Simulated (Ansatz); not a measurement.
Input file:

```
crystal:
  lattice:
    - [2.0936564891, 1.2087731376, 10.4340296434]
    - [-2.0936564891, 1.2087731376, 10.4340296434]
    - [0.0, -2.4175462751, 10.4340296434]
  atoms:
    - { symbol: Bi, position: [0.3818060876, 0.3818060876, 0.4231703423] }
    - { symbol: Bi, position: [0.6181939124, 0.6181939124, 0.5768296577] }
    - { symbol: Se, position: [0.0, 0.0, 0.0] }
    - { symbol: Se, position: [0.2315705382, 0.2315705382, 0.1999502841] }
    - { symbol: Se, position: [0.7684294618, 0.7684294618, 0.8000497159] }
basis:
  ecutwfc: 420
kpoints:
  mp_grid: { grid: [6, 6, 6] }
hamiltonian:
  xc: pbe
scf:
  occupations: { method: gaussian, width: 0.05 }
output:
  forces: true
  stress: true
  eigenvalues: true
  write_density: true
  write_potential: true
  elf: true
  volumetric_format: npy
```

Run with:

```sh
ansatz run input.yaml --threads 2 --pin off --max-ram 5120MiB --backend cpu --events-out ev --progress --plain --runs-dir out
```

Below, planes, directions and counts refer to the conventional cell (a = 7.25 Å, b = 4.19 Å, c = 10.71 Å, α = 90.00°, β = 103.05°, γ = 90.00°).

Space group C2/m.

Method: Ansatz, DFT PBE, scalar-relativistic, plane waves, PAW.

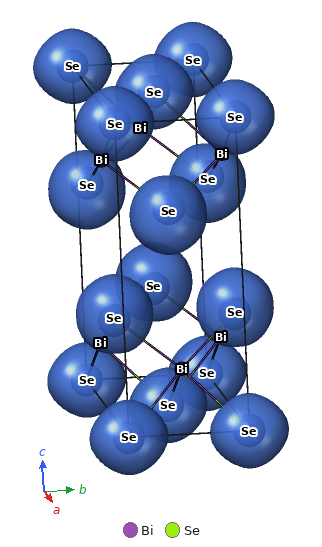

Bi$_{2}$Se$_{3}$. Isosurface of the electron localisation function at 0.65 (blue), seen slightly off an axis. Core shells and regions of very low density are left out. Sticks mark near contacts.

Q: Describe the localisation domains.

A: The ELF exceeds this value in six regions wrapped around Se (the valence shell of each), counted in one cell of 10 atoms. Any copies at cell faces, edges or corners count once.

Values along the shortest contacts:
Bi–Se (2.87 Å): the ELF is about 0.45 at the midpoint and 0.35 at its lowest between the atoms. Bi–Se (3.03 Å): the ELF is about 0.35 at the midpoint.
